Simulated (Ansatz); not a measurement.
A series of calculations on B₁₇P₁₅ and related structures

Part 1: Relaxation

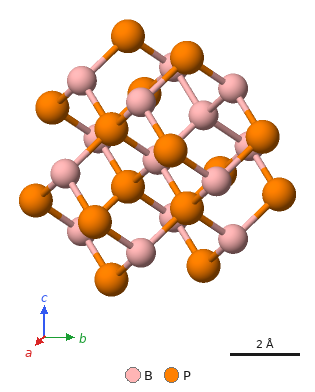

This is the input geometry for a relaxation of a defect cell of composition B17P15. A ball-and-stick model of the atoms within 4.2 Å of the atom that moves most (axes of the conventional cell (2 times the calculation's cell)), seen slightly off an axis. Lengths and directions refer to the drawn axes.

Case: B on a P site (d), charge +0, atoms relaxed at the host's cell.

Computed with DFT PBE, scalar-relativistic, plane waves, PAW (Ansatz 0.2.0).

Input
```yaml
crystal:
  lattice:
    - [-4.5481927936, 4.5481927936, -4.5481927936]
    - [4.5481927936, -4.5481927936, -4.5481927936]
    - [-4.5481927936, -4.5481927936, 4.5481927936]
  atoms:
    - { symbol: B, position: [0.0, 0.25, 0.75] }
    - { symbol: B, position: [0.75, 0.25, 1.0] }
    - { symbol: B, position: [0.5, 0.25, 0.25] }
    - { symbol: B, position: [0.25, 0.0, 0.75] }
    - { symbol: B, position: [0.25, 0.25, 0.5] }
    - { symbol: B, position: [1.0, 1.0, 1.0] }
    - { symbol: B, position: [0.75, 0.0, 0.25] }
    - { symbol: B, position: [0.5, 0.75, 0.75] }
    - { symbol: B, position: [0.5, 0.0, 0.5] }
    - { symbol: B, position: [0.25, 0.75, 1.0] }
    - { symbol: B, position: [0.0, 0.75, 0.25] }
    - { symbol: B, position: [0.75, 0.5, 0.75] }
    - { symbol: B, position: [0.75, 0.75, 0.5] }
    - { symbol: B, position: [0.5, 0.5, 1.0] }
    - { symbol: B, position: [0.25, 0.5, 0.25] }
    - { symbol: B, position: [0.0, 0.5, 0.5] }
    - { symbol: B, position: [0.0, 0.5, 0.75] }
    - { symbol: P, position: [0.75, 0.5, 0.0] }
    - { symbol: P, position: [0.5, 0.5, 0.25] }
    - { symbol: P, position: [0.25, 0.25, 0.75] }
    - { symbol: P, position: [0.25, 0.5, 0.5] }
    - { symbol: P, position: [0.0, 0.25, 0.0] }
    - { symbol: P, position: [0.75, 0.25, 0.25] }
    - { symbol: P, position: [0.5, 0.0, 0.75] }
    - { symbol: P, position: [0.5, 0.25, 0.5] }
    - { symbol: P, position: [0.25, 0.0, 0.0] }
    - { symbol: P, position: [0.0, 0.0, 0.25] }
    - { symbol: P, position: [0.75, 0.75, 0.75] }
    - { symbol: P, position: [0.75, 0.0, 0.5] }
    - { symbol: P, position: [0.5, 0.75, 0.0] }
    - { symbol: P, position: [0.25, 0.75, 0.25] }
    - { symbol: P, position: [0.0, 0.75, 0.5] }
  host:
    lattice:
      - [0.0, 2.2740963968, 2.2740963968]
      - [2.2740963968, 0.0, 2.2740963968]
      - [2.2740963968, 2.2740963968, 0.0]
    atoms:
      - { symbol: B, position: [0.0, 0.0, 0.0] }
      - { symbol: P, position: [0.25, 0.25, 0.25] }
basis:
  ecutwfc: 420
  xc_grid: 2
kpoints:
  mp_grid: { grid: [2, 2, 2], shift: [0.5, 0.5, 0.5] }
hamiltonian:
  xc: pbe
scf:
  occupations: { method: gaussian, width: 0.01 }
output:
  forces: true
  stress: false
  eigenvalues: true
  charged_corrections:
    defect_position: [0.0, 0.5, 0.75]
    epsilon: [[9.2563, 0.0, 0.0], [0.0, 9.2563, 0.0], [0.0, 0.0, 9.2563]]
  write_density: true
  write_potential: true
  elf: true
  volumetric_format: npy
relax:
  adjacent_minimum: "off"
  f_tol: 0.025
  max_steps: 45
```

Launched with:
```bash
ansatz run input.yaml --threads 4 --pin off --max-ram 6144MiB --backend cpu --events-out ev --progress --plain --runs-dir out
```

Question: What does the optimiser find from here?

Answer: The largest moves, 0.11 Å, are those of B1, B10, B12 and B16. B12 goes along [−1 1 1]. By element the largest moves are B 0.11 Å, P 0.03 Å. The cell doesn't change. Among the contacts that change: B10–B17 1.969 → 1.859 Å, B10–P26 1.969 → 1.989 Å, B11–P27 1.969 → 1.976 Å, B11–P18 1.969 → 1.965 Å. Bond angles that change, for instance: B12–P18–B14 109.5° → 112.1°, P18–B12–P25 109.5° → 106.9°, B17–B12–P18 109.5° → 111.9°. Over 3 accepted moves (4 points after the start) the energy falls by 0.277 eV per cell of the calculation. Largest force component: 0.57 eV/Å at the start, 0.0079 eV/Å at the end. 1 step only repeated the SCF at the same geometry.

History of the run:

```tsv
step	E − E(0), meV/atom	largest force component, eV/Å	note
0	0.00	0.5703	
1	-7.15	0.2758	
2	-8.55	0.0945	
3	-8.66	0.0079	
4	-8.66	0.0079	same geometry, SCF repeated
```

The end point in the same view:

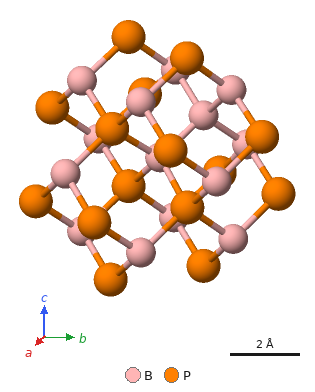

Limits of the set-up: the k-point mesh is coarse for a cell with partly filled bands; the periodic images lie only 7.9 Å apart, so the values are limited by the cell's size.

Part 2: Relaxation

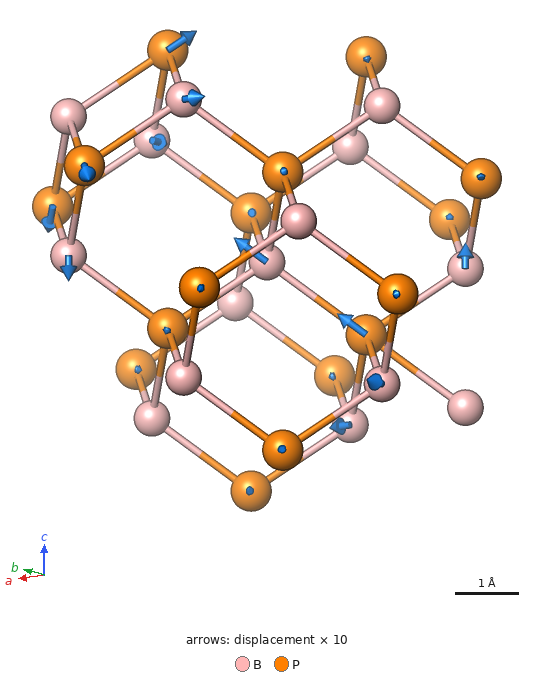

This is a relaxation of a defect cell of composition B₁₇P₁₆. The starting structure is drawn; blue arrows show the displacements, 10 times their true length.

Style: ball-and-stick. Shown: the atoms within 4.2 Å of the atom that moves most (axes of the conventional cell (2 times the calculation's cell)), from a free direction. Lengths and directions refer to the drawn axes.

Case: B interstitial, charge +0, atoms relaxed at the host's cell.

All numbers below come from DFT PBE, scalar-relativistic, plane waves, PAW (Ansatz 0.2.0).

Input
```yaml
crystal:
  lattice:
    - [-4.5481927936, 4.5481927936, -4.5481927936]
    - [4.5481927936, -4.5481927936, -4.5481927936]
    - [-4.5481927936, -4.5481927936, 4.5481927936]
  atoms:
    - { symbol: B, position: [0.0, 0.25, 0.75] }
    - { symbol: B, position: [0.75, 0.25, 1.0] }
    - { symbol: B, position: [0.5, 0.25, 0.25], spin: 0.091 }
    - { symbol: B, position: [0.25, 0.0, 0.75] }
    - { symbol: B, position: [0.25, 0.25, 0.5], spin: 0.091 }
    - { symbol: B, position: [1.0, 1.0, 1.0] }
    - { symbol: B, position: [0.75, 0.0, 0.25] }
    - { symbol: B, position: [0.5, 0.75, 0.75], spin: 0.091 }
    - { symbol: B, position: [0.5, 0.0, 0.5] }
    - { symbol: B, position: [0.25, 0.75, 1.0] }
    - { symbol: B, position: [0.0, 0.75, 0.25] }
    - { symbol: B, position: [0.75, 0.5, 0.75], spin: 0.091 }
    - { symbol: B, position: [0.75, 0.75, 0.5], spin: 0.091 }
    - { symbol: B, position: [0.5, 0.5, 1.0] }
    - { symbol: B, position: [0.25, 0.5, 0.25], spin: 0.091 }
    - { symbol: B, position: [0.0, 0.5, 0.5] }
    - { symbol: P, position: [0.0, 0.5, 0.75] }
    - { symbol: P, position: [0.75, 0.5, 0.0] }
    - { symbol: P, position: [0.5, 0.5, 0.25], spin: 0.091 }
    - { symbol: P, position: [0.25, 0.25, 0.75] }
    - { symbol: P, position: [0.25, 0.5, 0.5], spin: 0.091 }
    - { symbol: P, position: [0.0, 0.25, 0.0] }
    - { symbol: P, position: [0.75, 0.25, 0.25] }
    - { symbol: P, position: [0.5, 0.0, 0.75] }
    - { symbol: P, position: [0.5, 0.25, 0.5], spin: 0.091 }
    - { symbol: P, position: [0.25, 0.0, 0.0] }
    - { symbol: P, position: [0.0, 0.0, 0.25] }
    - { symbol: P, position: [0.75, 0.75, 0.75], spin: 0.091 }
    - { symbol: P, position: [0.75, 0.0, 0.5] }
    - { symbol: P, position: [0.5, 0.75, 0.0] }
    - { symbol: P, position: [0.25, 0.75, 0.25] }
    - { symbol: P, position: [0.0, 0.75, 0.5] }
    - { symbol: B, position: [0.5, 0.5, 0.5], spin: 0.091 }
  host:
    lattice:
      - [0.0, 2.2740963968, 2.2740963968]
      - [2.2740963968, 0.0, 2.2740963968]
      - [2.2740963968, 2.2740963968, 0.0]
    atoms:
      - { symbol: B, position: [0.0, 0.0, 0.0] }
      - { symbol: P, position: [0.25, 0.25, 0.25] }
basis:
  ecutwfc: 420
  xc_grid: 2
kpoints:
  mp_grid: { grid: [2, 2, 2], shift: [0.5, 0.5, 0.5] }
hamiltonian:
  xc: pbe
scf:
  occupations: { method: gaussian, width: 0.01 }
output:
  forces: true
  stress: false
  eigenvalues: true
  populations: true
  charged_corrections:
    defect_position: [0.5, 0.5, 0.5]
    epsilon: [[9.2563, 0.0, 0.0], [0.0, 9.2563, 0.0], [0.0, 0.0, 9.2563]]
  write_density: true
  write_potential: true
  elf: true
  volumetric_format: npy
magnetization:
  spin_polarized: true
relax:
  adjacent_minimum: "off"
  f_tol: 0.025
  max_steps: 45
```

Command:
```bash
ansatz run input.yaml --threads 4 --pin off --max-ram 6144MiB --backend cpu --events-out ev --progress --plain --runs-dir out
```

Describe the change and its energy.

Over 3 geometry steps the energy falls by 0.309 eV per cell of the calculation. The largest force component goes from 0.71 to 0.0099 eV/Å. The largest moves, 0.067 Å, are those of B6, B9, B14 and B16. B6 goes along [1 1 1]. By element the largest moves are B 0.067 Å, P 0.059 Å. The cell stays as it was. Some distances before and after: P19–B33 1.969 → 2.028 Å, B12–P28 1.969 → 2.014 Å, B12–P17 1.969 → 1.947 Å, B6–P28 1.969 → 1.978 Å. Bond angles that change, for instance: P22–B6–P28 109.5° → 107.4°. The run took 49 s on 4 threads of Arm Neoverse V1 (shared host), peak memory 1 GiB.

Limits of the set-up: the k-point mesh is coarse for a cell with partly filled bands; the periodic images lie only 7.9 Å apart, so the values are limited by the cell's size.

Part 3: Defect

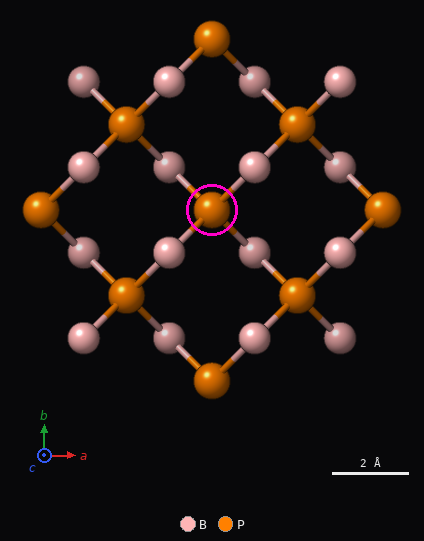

Perfect BP. Style: ball-and-stick. Shown: the atoms within 5.4 Å of one point, in a slice 3.4 Å thick across the line of sight, along the c axis.

Level of theory: DFT PBE, scalar-relativistic, plane waves, PAW in Ansatz. Set-up: plane-wave cutoff 420 eV; k-point mesh 2 × 2 × 2; occupations gaussian; smearing width 0.01 eV; mesh shifted by (0.5, 0.5, 0.5); no spin polarisation. The cell is small and the k-mesh coarse, so the numbers are rough. A uniform background neutralises the charged cell. The axes drawn are those of the host's conventional cell.

A phosphorus atom is replaced by boron at the ringed place, in charge state −2. The supercell has 32 sites, and the atoms are relaxed at the host's cell.

Question: Predict the relaxed surroundings of the defect.

Answer: In the host the P atom has 4 B at 1.97 Å; the B atom ends with 4 B at 1.82 Å. Of the host's atoms, a boron atom moves furthest from its site, by 0.15 Å.

The relaxed defect, seen from the same direction:

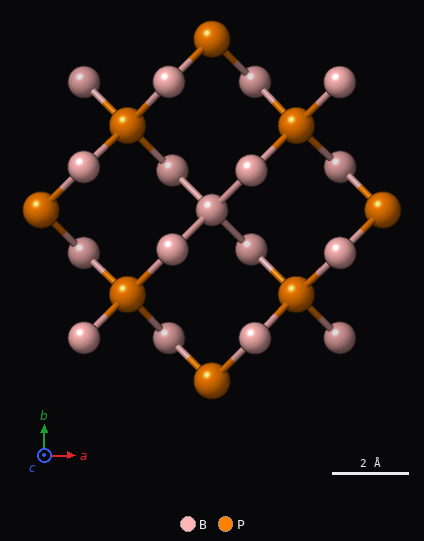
